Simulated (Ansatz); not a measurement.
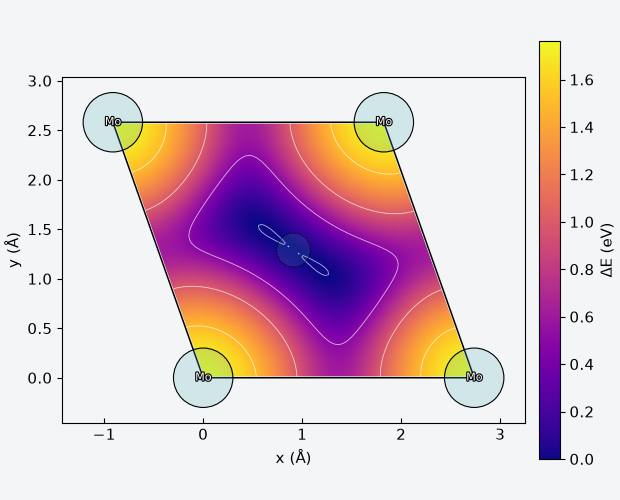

S on a Mo(110) slab cut from the Im-3m phase, its upper half relaxed before the scan (12 atoms of substrate and one adsorbate in a 2 × 2 cell). S is moved over the surface cell; relaxed at each place: the height of the adsorbate's atoms; substrate rigid; the origin of the map has the adsorbate above Mo9. Places are given modulo a cell vector. The map is drawn in real space over the plane of the surface. The scan uses a 6 × 6 grid; 13 points were computed and 23 follow by symmetry. Places are given in fractions of the 1 × 1 surface cell. Energies are in eV, from the lowest grid point. Method: DFT PBE, scalar-relativistic, plane waves, PAW (Ansatz). Settings: cutoff 420 eV, k-mesh 5×5×1, gaussian smearing 0.1 eV, no spin polarisation.

In the figure: a smooth colour map with a few white contour lines, labelled circles for the atoms of the top layer and small ones for the second layer, the outline of one cell of the plane. Between grid points the surface is interpolated.

The lowest grid point is at a bridge site between two Mo atoms, over a second-layer Mo atom, (3/6, 3/6) of the cell vectors. No other kind of well shows on this grid. The highest grid point, the top site over a surface Mo atom, (0/6, 0/6) of the cell vectors, lies 1.76 eV above the lowest. On the interpolated surface the easiest way out of the lowest well to its copy in the next cell or period passes a barrier of about 0.62 eV. At the lowest point the adsorbate has 2 Mo at 2.36 Å as nearest neighbours, at the highest 1 Mo at 2.19 Å. Its relaxed height above the top atom is 1.75 Å at the lowest and 2.19 Å at the highest point.

S is replaced by Si; all else is set up alike.

Question: What does this change do to the map?

Answer: The lowest place stays at a bridge site between two Mo atoms, over a second-layer Mo atom, (3/6, 3/6) of the cell vectors. The span from the lowest to the highest grid point shrinks from 1.76 to 1.49 eV. The easiest pass out of the lowest well goes from about 0.62 to about 0.71 eV on the interpolated surfaces. In the new map: at the lowest point the adsorbate has 2 Mo at 2.42 Å as nearest neighbours, at the highest 1 Mo at 2.33 Å. Its relaxed height above the top atom is 1.83 Å at the lowest and 2.33 Å at the highest point.

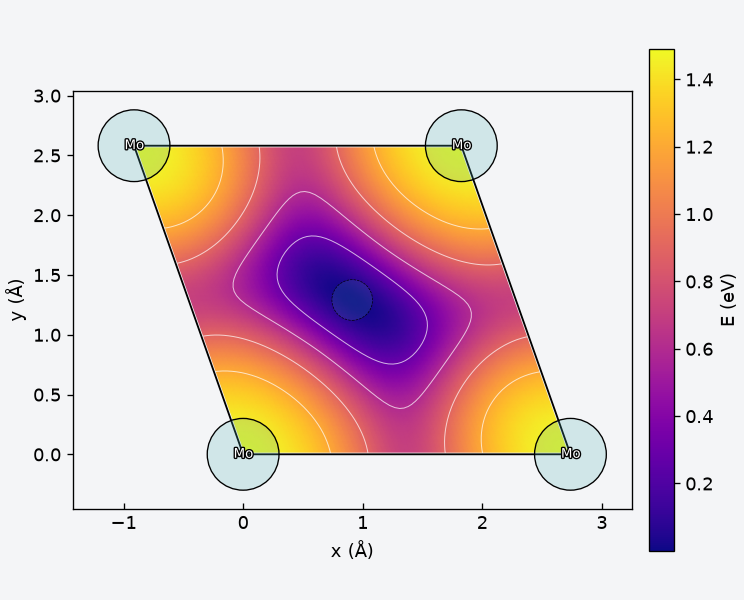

The map after the change, on a colour scale of its own. Drawn: a smooth colour map with a few white contour lines, labelled circles for the atoms of the top layer and small ones for the second layer, the outline of one cell of the plane. Between grid points the surface is interpolated.

PAW datasets: the set soft_1.
